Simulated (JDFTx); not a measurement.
Run report: Se, geometry relaxation (part 2 of 3)

The same run, continued: Se (P3₁21, 3 atoms in the cell); Kohn-Sham DFT of a periodic cell, PBE with D2, PseudoDojo-SR-PBE-0.5-standard, no spin polarisation (JDFTx 1.7.0 (patched build)); cutoff 1170.09 eV, 4×4×3 k-mesh, fermi-dirac of 0.05 eV. The structure derives from an entry of the Crystallography Open Database.

Geometry of the input (Å; fractional positions):
```
4.3662  0.0000  0.0000
-2.1831  3.7812  0.0000
0.0000  0.0000  4.9536
Se 0.7746  0.7746  0.0000
Se -0.0000  0.2254  0.6667
Se 0.2254  0.0000  0.3333
```

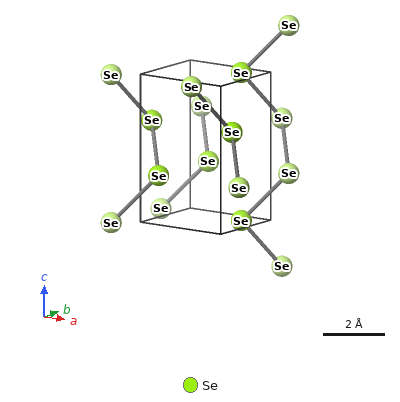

**Figure 1.** The input geometry (ball-and-stick view of the cell of the calculation, seen slightly off an axis; neighbours outside the cell are drawn fainter).

Log, continued
```
# Energy components:
   Eewald =     -183.1813975178228304
       EH =      114.4865274168073626
     Eloc =     -298.2741544987238740
      Enl =     -159.3911261453764041
     EvdW =       -0.0218518628108049
      Exc =      -72.5620768053397853
 Exc_core =       29.6051997739909361
       KE =      235.2152652142384568
-------------------------------------
     Etot =     -334.1236144250368625
       TS =        0.0000000037322730
-------------------------------------
        F =     -334.1236144287691445

LatticeMinimize: Iter:   2  F: -334.123614428769145  |grad|_K:  3.589e-03  alpha:  1.000e+00  linmin: -1.829e-01

#--- Lowdin population analysis ---
# oxidation-state Se +0.049 +0.049 +0.049

-------- Electronic minimization -----------
Will mix electronic density at each iteration.
	FillingsUpdate:  mu: +0.285447141  nElectrons: 48.000000
	FillingsUpdate:  mu: +0.283952241  nElectrons: 48.000000
SCF: Cycle:  0   F: -334.123665954647663   dF: -1.634e-05   |Residual|: 6.848e-04   |deigs|: 9.746e-06
	FillingsUpdate:  mu: +0.283950691  nElectrons: 48.000000
SCF: Cycle:  1   F: -334.123666780385975   dF: -8.257e-07   |Residual|: 3.410e-04   |deigs|: 2.674e-05
	FillingsUpdate:  mu: +0.283949341  nElectrons: 48.000000
SCF: Cycle:  2   F: -334.123666920659730   dF: -1.403e-07   |Residual|: 1.021e-04   |deigs|: 2.555e-05
	FillingsUpdate:  mu: +0.283946376  nElectrons: 48.000000
SCF: Cycle:  3   F: -334.123666937016651   dF: -1.636e-08   |Residual|: 3.287e-05   |deigs|: 4.872e-06
	FillingsUpdate:  mu: +0.283943848  nElectrons: 48.000000
SCF: Cycle:  4   F: -334.123666941604483   dF: -4.588e-09   |Residual|: 1.390e-05   |deigs|: 3.301e-06
	FillingsUpdate:  mu: +0.283942872  nElectrons: 48.000000
SCF: Cycle:  5   F: -334.123666943166540   dF: -1.562e-09   |Residual|: 3.728e-06   |deigs|: 1.850e-06
	FillingsUpdate:  mu: +0.283942479  nElectrons: 48.000000
SCF: Cycle:  6   F: -334.123666943785622   dF: -6.191e-10   |Residual|: 1.738e-06   |deigs|: 7.191e-07
	FillingsUpdate:  mu: +0.283942526  nElectrons: 48.000000
SCF: Cycle:  7   F: -334.123666944048523   dF: -2.629e-10   |Residual|: 1.009e-06   |deigs|: 2.868e-07
SCF: Converged (|Delta E|<1.000000e-09 for 2 iters).

Setting wave functions to eigenvectors of Hamiltonian
# Lattice vectors:
R =
[      8.26405     -4.13203            0  ]
[ -9.19952e-14      7.15688            0  ]
[            0            0      9.42438  ]
unit cell volume = 557.403

# Strain tensor in Cartesian coordinates:
[   0.00159151 -1.11587e-14            0  ]
[ -1.11497e-14   0.00159151            0  ]
[            0            0   0.00677594  ]

# Stress tensor in Cartesian coordinates [Eh/a0^3]:
[   1.0552e-06            0            0  ]
[            0   1.0552e-06            0  ]
[            0            0 -3.30093e-05  ]

# Ionic positions in lattice coordinates:
ion Se   0.771204561030343   0.771204561030385   0.000000000000000 1
ion Se  -0.000000000000015   0.228795438969587   0.666666666666667 1
ion Se   0.228795438969673   0.000000000000027   0.333333333333333 1

# Forces in Cartesian coordinates:
force Se   0.000024349247786   0.000042174134290  -0.000000000000000 1
force Se   0.000024349247786  -0.000042174134291  -0.000000000000000 1
force Se  -0.000048698495572  -0.000000000000000  -0.000000000000000 1

# Energy components:
   Eewald =     -183.1199923539394661
       EH =      114.4946915327909238
     Eloc =     -298.3384408562476438
      Enl =     -159.3924907964092768
     EvdW =       -0.0217932123767849
      Exc =      -72.5585189585561920
 Exc_core =       29.6051997829801401
       KE =      235.2076779217585738
-------------------------------------
     Etot =     -334.1236669399997936
       TS =        0.0000000040487518
-------------------------------------
        F =     -334.1236669440485230

LatticeMinimize: Iter:   3  F: -334.123666944048523  |grad|_K:  2.247e-03  alpha:  1.000e+00  linmin: -3.641e-01

#--- Lowdin population analysis ---
# oxidation-state Se +0.048 +0.048 +0.048

-------- Electronic minimization -----------
Will mix electronic density at each iteration.
	FillingsUpdate:  mu: +0.283942526  nElectrons: 48.000000
	FillingsUpdate:  mu: +0.283021459  nElectrons: 48.000000
SCF: Cycle:  0   F: -334.123696479547732   dF: -2.867e-06   |Residual|: 2.185e-04   |deigs|: 9.514e-07
	FillingsUpdate:  mu: +0.283028022  nElectrons: 48.000000
SCF: Cycle:  1   F: -334.123696628189180   dF: -1.486e-07   |Residual|: 1.069e-04   |deigs|: 2.133e-05
	FillingsUpdate:  mu: +0.283034196  nElectrons: 48.000000
SCF: Cycle:  2   F: -334.123696664485919   dF: -3.630e-08   |Residual|: 2.424e-05   |deigs|: 2.160e-05
	FillingsUpdate:  mu: +0.283034150  nElectrons: 48.000000
SCF: Cycle:  3   F: -334.123696674137193   dF: -9.651e-09   |Residual|: 1.403e-05   |deigs|: 1.051e-06
	FillingsUpdate:  mu: +0.283033705  nElectrons: 48.000000
SCF: Cycle:  4   F: -334.123696676705663   dF: -2.568e-09   |Residual|: 6.486e-06   |deigs|: 9.211e-07
	FillingsUpdate:  mu: +0.283033369  nElectrons: 48.000000
SCF: Cycle:  5   F: -334.123696677526198   dF: -8.205e-10   |Residual|: 1.341e-06   |deigs|: 6.186e-07
	FillingsUpdate:  mu: +0.283033305  nElectrons: 48.000000
SCF: Cycle:  6   F: -334.123696677833664   dF: -3.075e-10   |Residual|: 1.152e-06   |deigs|: 1.054e-07
SCF: Converged (|Delta E|<1.000000e-09 for 2 iters).

Setting wave functions to eigenvectors of Hamiltonian
# Lattice vectors:
R =
[      8.26367     -4.13183            0  ]
[   -8.929e-14      7.15655            0  ]
[            0            0      9.44143  ]
unit cell volume = 558.36

# Strain tensor in Cartesian coordinates:
[   0.00154488 -1.08181e-14            0  ]
[ -1.08218e-14   0.00154488            0  ]
[            0            0    0.0085982  ]

# Stress tensor in Cartesian coordinates [Eh/a0^3]:
[  3.90588e-06            0            0  ]
[            0  3.90588e-06            0  ]
[            0            0 -2.55342e-05  ]

# Ionic positions in lattice coordinates:
ion Se   0.771219639809092   0.771219639809135   0.000000000000000 1
ion Se  -0.000000000000015   0.228780360190837   0.666666666666667 1
ion Se   0.228780360190923   0.000000000000027   0.333333333333333 1

# Forces in Cartesian coordinates:
force Se   0.000191007346976   0.000330834429580   0.000000000000000 1
force Se   0.000191007346976  -0.000330834429577  -0.000000000000000 1
force Se  -0.000382014693952  -0.000000000000004  -0.000000000000000 1

# Energy components:
   Eewald =     -183.0404070201635989
       EH =      114.5370051918411889
     Eloc =     -298.4578959274114709
      Enl =     -159.3931261470025618
     EvdW =       -0.0217629663959520
      Exc =      -72.5568151982181178
 Exc_core =       29.6051997777946703
       KE =      235.2041056157665935
-------------------------------------
     Etot =     -334.1236966737892544
       TS =        0.0000000040443909
-------------------------------------
        F =     -334.1236966778336637

LatticeMinimize: Iter:   4  F: -334.123696677833664  |grad|_K:  1.897e-03  alpha:  1.000e+00  linmin: -9.819e-01

#--- Lowdin population analysis ---
# oxidation-state Se +0.048 +0.048 +0.048

-------- Electronic minimization -----------
Will mix electronic density at each iteration.
	FillingsUpdate:  mu: +0.283033305  nElectrons: 48.000000
	FillingsUpdate:  mu: +0.281760374  nElectrons: 48.000000
SCF: Cycle:  0   F: -334.123731392946581   dF: -7.956e-06   |Residual|: 3.439e-04   |deigs|: 3.209e-06
	FillingsUpdate:  mu: +0.281772986  nElectrons: 48.000000
SCF: Cycle:  1   F: -334.123731844726251   dF: -4.518e-07   |Residual|: 1.557e-04   |deigs|: 3.455e-05
	FillingsUpdate:  mu: +0.281782341  nElectrons: 48.000000
[... 5 further cycles ...]
SCF: Cycle:  7   F: -334.123731999674362   dF: -5.959e-10   |Residual|: 1.072e-06   |deigs|: 1.984e-07
	FillingsUpdate:  mu: +0.281783503  nElectrons: 48.000000
SCF: Cycle:  8   F: -334.123731999884285   dF: -2.099e-10   |Residual|: 5.298e-07   |deigs|: 1.084e-07
SCF: Converged (|Delta E|<1.000000e-09 for 2 iters).

Setting wave functions to eigenvectors of Hamiltonian
# Lattice vectors:
R =
[      8.26207     -4.13104            0  ]
[  -7.8067e-14      7.15516            0  ]
[            0            0      9.46813  ]
unit cell volume = 559.723

# Strain tensor in Cartesian coordinates:
[   0.00135139            0            0  ]
[            0   0.00135139            0  ]
[            0            0    0.0114504  ]

# Stress tensor in Cartesian coordinates [Eh/a0^3]:
[  7.18771e-06            0            0  ]
[            0  7.18771e-06            0  ]
[            0            0 -1.53294e-05  ]

# Ionic positions in lattice coordinates:
ion Se   0.771353808407074   0.771353808407115   0.000000000000000 1
ion Se  -0.000000000000015   0.228646191592859   0.666666666666667 1
ion Se   0.228646191592940   0.000000000000026   0.333333333333333 1

# Forces in Cartesian coordinates:
force Se   0.000369543685787   0.000640068439397  -0.000000000000000 1
force Se   0.000369543685787  -0.000640068439393   0.000000000000000 1
force Se  -0.000739087371575  -0.000000000000006   0.000000000000000 1

# Energy components:
   Eewald =     -182.9147237727106869
       EH =      114.6093316988499708
     Eloc =     -298.6528351505418755
      Enl =     -159.3939481197564021
     EvdW =       -0.0217238056143521
      Exc =      -72.5546437904424408
 Exc_core =       29.6051997567673908
       KE =      235.1996111875200199
-------------------------------------
     Etot =     -334.1237319959283809
       TS =        0.0000000039558988
-------------------------------------
        F =     -334.1237319998842850

LatticeMinimize: Iter:   5  F: -334.123731999884285  |grad|_K:  1.793e-03  alpha:  1.000e+00  linmin: -7.948e-01

#--- Lowdin population analysis ---
# oxidation-state Se +0.048 +0.048 +0.048

-------- Electronic minimization -----------
Will mix electronic density at each iteration.
	FillingsUpdate:  mu: +0.281783503  nElectrons: 48.000000
	FillingsUpdate:  mu: +0.280313029  nElectrons: 48.000000
SCF: Cycle:  0   F: -334.123763336267359   dF: -2.081e-05   |Residual|: 5.440e-04   |deigs|: 1.109e-05
	FillingsUpdate:  mu: +0.280331644  nElectrons: 48.000000
SCF: Cycle:  1   F: -334.123763869286051   dF: -5.330e-07   |Residual|: 2.303e-04   |deigs|: 4.504e-05
	FillingsUpdate:  mu: +0.280344316  nElectrons: 48.000000
[... 5 further cycles ...]
SCF: Cycle:  7   F: -334.123764023640661   dF: -6.252e-10   |Residual|: 2.070e-06   |deigs|: 1.626e-07
	FillingsUpdate:  mu: +0.280348279  nElectrons: 48.000000
SCF: Cycle:  8   F: -334.123764023944318   dF: -3.037e-10   |Residual|: 1.400e-06   |deigs|: 2.449e-07
SCF: Converged (|Delta E|<1.000000e-09 for 2 iters).

Setting wave functions to eigenvectors of Hamiltonian
# Lattice vectors:
R =
[      8.25793     -4.12896            0  ]
[  -4.8936e-14      7.15157            0  ]
[            0            0      9.50513  ]
unit cell volume = 561.346

# Strain tensor in Cartesian coordinates:
[   0.00084887            0            0  ]
[            0   0.00084887            0  ]
[            0            0    0.0154024  ]

# Stress tensor in Cartesian coordinates [Eh/a0^3]:
[  1.00237e-05            0            0  ]
[            0  1.00237e-05            0  ]
[            0            0 -3.25756e-06  ]

# Ionic positions in lattice coordinates:
ion Se   0.771674456161617   0.771674456161654   0.000000000000000 1
ion Se  -0.000000000000013   0.228325543838322   0.666666666666667 1
ion Se   0.228325543838396   0.000000000000024   0.333333333333333 1

# Forces in Cartesian coordinates:
force Se   0.000486354481198   0.000842390671920  -0.000000000000000 1
force Se   0.000486354481199  -0.000842390671911   0.000000000000000 1
force Se  -0.000972708962396  -0.000000000000007   0.000000000000000 1

# Energy components:
   Eewald =     -182.7521566701811935
       EH =      114.7078893546716927
     Eloc =     -298.9107573117819356
      Enl =     -159.3948188804205586
     EvdW =       -0.0216827597423223
      Exc =      -72.5523396137809868
 Exc_core =       29.6051997096764659
       KE =      235.1949021513759135
-------------------------------------
     Etot =     -334.1237640201829890
       TS =        0.0000000037613390
-------------------------------------
        F =     -334.1237640239443181

LatticeMinimize: Iter:   6  F: -334.123764023944318  |grad|_K:  1.957e-03  alpha:  1.000e+00  linmin: -4.057e-01

#--- Lowdin population analysis ---
# oxidation-state Se +0.048 +0.048 +0.048

-------- Electronic minimization -----------
Will mix electronic density at each iteration.
	FillingsUpdate:  mu: +0.280348279  nElectrons: 48.000000
	FillingsUpdate:  mu: +0.279119410  nElectrons: 48.000000
SCF: Cycle:  0   F: -334.123783199284048   dF: -5.172e-05   |Residual|: 8.485e-04   |deigs|: 3.028e-05
	FillingsUpdate:  mu: +0.279140257  nElectrons: 48.000000
SCF: Cycle:  1   F: -334.123784330918056   dF: -1.132e-06   |Residual|: 3.552e-04   |deigs|: 4.369e-05
	FillingsUpdate:  mu: +0.279153341  nElectrons: 48.000000
[... 6 further cycles ...]
SCF: Cycle:  8   F: -334.123784644885916   dF: -7.231e-10   |Residual|: 3.249e-06   |deigs|: 2.939e-07
	FillingsUpdate:  mu: +0.279158867  nElectrons: 48.000000
SCF: Cycle:  9   F: -334.123784645142337   dF: -2.564e-10   |Residual|: 1.475e-06   |deigs|: 1.875e-07
SCF: Converged (|Delta E|<1.000000e-09 for 2 iters).

Setting wave functions to eigenvectors of Hamiltonian
# Lattice vectors:
R =
[      8.24663     -4.12332            0  ]
[  3.02916e-14      7.14179            0  ]
[            0            0      9.55512  ]
unit cell volume = 562.756

# Strain tensor in Cartesian coordinates:
[ -0.000519877            0            0  ]
[            0 -0.000519877            0  ]
[            0            0    0.0207429  ]

# Stress tensor in Cartesian coordinates [Eh/a0^3]:
[  1.08221e-05            0            0  ]
[            0  1.08221e-05            0  ]
[            0            0  9.33827e-06  ]

# Ionic positions in lattice coordinates:
ion Se   0.772260727657460   0.772260727657490   0.000000000000000 1
ion Se  -0.000000000000011   0.227739272342491   0.666666666666667 1
ion Se   0.227739272342550   0.000000000000019   0.333333333333333 1

# Forces in Cartesian coordinates:
force Se   0.000435094869401   0.000753606419911  -0.000000000000000 1
force Se   0.000435094869401  -0.000753606419906   0.000000000000000 1
force Se  -0.000870189738802  -0.000000000000007  -0.000000000000000 1

# Energy components:
   Eewald =     -182.6055698571411199
       EH =      114.7973651165419966
     Eloc =     -299.1443509783516674
      Enl =     -159.3955351812939227
     EvdW =       -0.0216582892902730
      Exc =      -72.5505261912613264
 Exc_core =       29.6051996758234033
       KE =      235.1912910633167542
-------------------------------------
     Etot =     -334.1237846416561297
       TS =        0.0000000034861936
-------------------------------------
        F =     -334.1237846451423366

LatticeMinimize: Iter:   7  F: -334.123784645142337  |grad|_K:  1.945e-03  alpha:  1.000e+00  linmin: -1.610e-02

#--- Lowdin population analysis ---
# oxidation-state Se +0.048 +0.048 +0.048

-------- Electronic minimization -----------
Will mix electronic density at each iteration.
	FillingsUpdate:  mu: +0.279158867  nElectrons: 48.000000
	FillingsUpdate:  mu: +0.282012663  nElectrons: 48.000000
SCF: Cycle:  0   F: -334.123800738699515   dF: -5.164e-05   |Residual|: 9.097e-04   |deigs|: 3.069e-05
	FillingsUpdate:  mu: +0.281997848  nElectrons: 48.000000
SCF: Cycle:  1   F: -334.123801822663381   dF: -1.084e-06   |Residual|: 4.360e-04   |deigs|: 6.847e-05
	FillingsUpdate:  mu: +0.281986833  nElectrons: 48.000000
[... 6 further cycles ...]
SCF: Cycle:  8   F: -334.123802122603763   dF: -4.992e-10   |Residual|: 2.052e-06   |deigs|: 2.556e-07
	FillingsUpdate:  mu: +0.281986458  nElectrons: 48.000000
SCF: Cycle:  9   F: -334.123802122842847   dF: -2.391e-10   |Residual|: 1.239e-06   |deigs|: 2.194e-07
SCF: Converged (|Delta E|<1.000000e-09 for 2 iters).

Setting wave functions to eigenvectors of Hamiltonian
# Lattice vectors:
R =
[       8.2201     -4.11005            0  ]
[  2.15664e-13      7.11882            0  ]
[            0            0      9.56824  ]
unit cell volume = 559.909

# Strain tensor in Cartesian coordinates:
[  -0.00373558  2.59858e-14            0  ]
[  2.61381e-14  -0.00373558            0  ]
[            0            0    0.0221449  ]

# Stress tensor in Cartesian coordinates [Eh/a0^3]:
[ -2.40751e-07            0            0  ]
[            0 -2.40751e-07            0  ]
[            0            0 -1.46386e-06  ]

# Ionic positions in lattice coordinates:
ion Se   0.772918434980142   0.772918434980163   0.000000000000000 1
ion Se  -0.000000000000008   0.227081565019824   0.666666666666667 1
ion Se   0.227081565019866   0.000000000000014   0.333333333333333 1

# Forces in Cartesian coordinates:
force Se  -0.000358567735301  -0.000621057535494   0.000000000000000 1
force Se  -0.000358567735301   0.000621057535488   0.000000000000000 1
force Se   0.000717135470602   0.000000000000005   0.000000000000000 1

# Energy components:
   Eewald =     -182.8803648404723106
       EH =      114.6270706625821560
     Eloc =     -298.7057154068279488
      Enl =     -159.3939750312720776
     EvdW =       -0.0217790150600007
      Exc =      -72.5550579041832151
 Exc_core =       29.6051996957349068
       KE =      235.2008197197875461
-------------------------------------
     Etot =     -334.1238021197109447
       TS =        0.0000000031319072
-------------------------------------
        F =     -334.1238021228428465

LatticeMinimize: Iter:   8  F: -334.123802122842847  |grad|_K:  1.246e-03  alpha:  1.000e+00  linmin:  7.224e-01

#--- Lowdin population analysis ---
# oxidation-state Se +0.048 +0.048 +0.048

-------- Electronic minimization -----------
Will mix electronic density at each iteration.
	FillingsUpdate:  mu: +0.281986458  nElectrons: 48.000000
	FillingsUpdate:  mu: +0.282843454  nElectrons: 48.000000
SCF: Cycle:  0   F: -334.123802038269957   dF: -9.354e-06   |Residual|: 4.264e-04   |deigs|: 5.882e-06
	FillingsUpdate:  mu: +0.282826483  nElectrons: 48.000000
SCF: Cycle:  1   F: -334.123802737755454   dF: -6.995e-07   |Residual|: 1.627e-04   |deigs|: 3.382e-05
	FillingsUpdate:  mu: +0.282818099  nElectrons: 48.000000
[... 5 further cycles ...]
SCF: Cycle:  7   F: -334.123802880542485   dF: -4.134e-10   |Residual|: 9.673e-07   |deigs|: 5.723e-08
	FillingsUpdate:  mu: +0.282812819  nElectrons: 48.000000
SCF: Cycle:  8   F: -334.123802880726373   dF: -1.839e-10   |Residual|: 5.933e-07   |deigs|: 2.960e-08
SCF: Converged (|Delta E|<1.000000e-09 for 2 iters).

Setting wave functions to eigenvectors of Hamiltonian
# Lattice vectors:
R =
[      8.22142     -4.11071            0  ]
[  2.06529e-13      7.11996            0  ]
[            0            0       9.5493  ]
unit cell volume = 558.98
```
